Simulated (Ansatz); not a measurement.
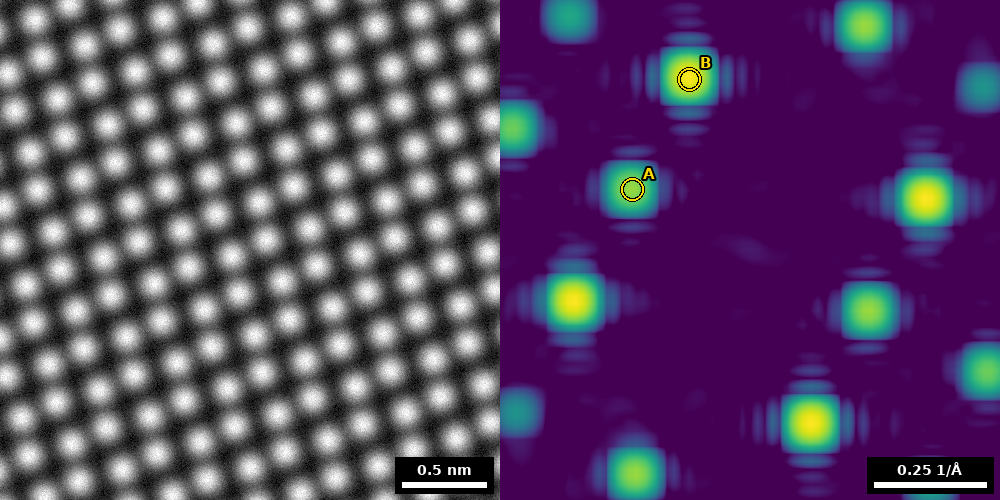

Dark-field STEM-like image of a crystal. Simulation: incoherent imaging, intensity Z^1.7 per atom, probe width 1.30 Å, thin sample. The probe carries 15 % of its weight in a tail 2.5 times as wide. The display is stretched by a gamma of 0.65; percentages refer to the linear signal. Shot noise was added.

The right panel is the modulus of the image's Fourier transform on a logarithmic scale.

Which lattice spacings do the marked spots stand for, and what angle do A and B enclose?

A: 3.4 Å, B: 2.5 Å; A and B enclose about 43°.

The crystal is Ir (Cmcm, No. 63) along [100]; the spots are (020) and (0 2 -1). Structure: the input geometry of an electronic-structure calculation (not necessarily at equilibrium); the starting structure was generated, so it need not be a known form of this composition.
